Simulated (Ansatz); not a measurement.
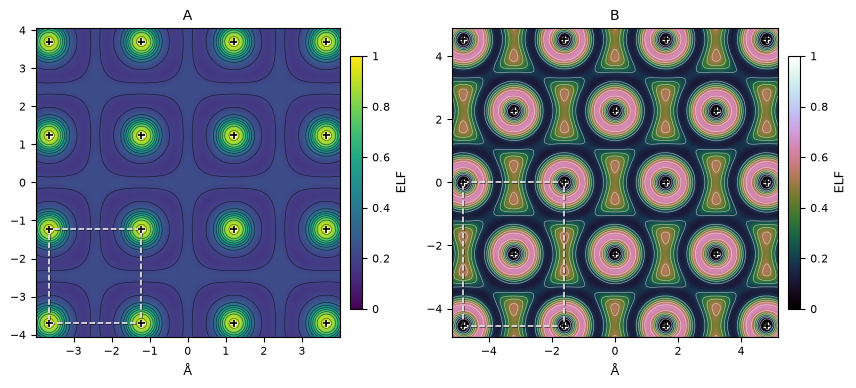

The electron localisation function of 2 systems, each on a plane through atoms (crosses mark nuclei in the plane).

Level of theory: DFT PBEsol, scalar-relativistic, plane waves, PAW (Ansatz).

System 1: Cu, the (001) plane of the calculation cell. Space group Cmcm; a structure from a database of computed crystals, not necessarily the ambient phase; computed without spin polarisation.

```
Cu
1.0
    -2.42960    0.00000    0.00000
     0.00000    0.00000   -2.46771
     0.00000  -15.83938    0.00000
Cu
8
Direct
  0.00000 0.75000 0.06693
  0.50000 0.75000 0.81693
  0.00000 0.75000 0.56693
  0.50000 0.75000 0.31693
  0.00000 0.25000 0.43307
  0.50000 0.25000 0.18307
  0.00000 0.25000 0.93307
  0.50000 0.25000 0.68307
```

System 2: Ti, the (11̄0) plane of the conventional cell. Space group Im-3m; computed without spin polarisation.

**Match each panel to its system.**

Panel A is system 1, Cu: the plane holds Cu. Cu–Cu (2.43 Å): the ELF is about 0.20 at the midpoint (no localised pair shows between them). Panel B is system 2, Ti: the plane holds Ti. Ti–Ti (2.78 Å): the ELF is about 0.20 at the midpoint (no shared electron pair shows on this line).
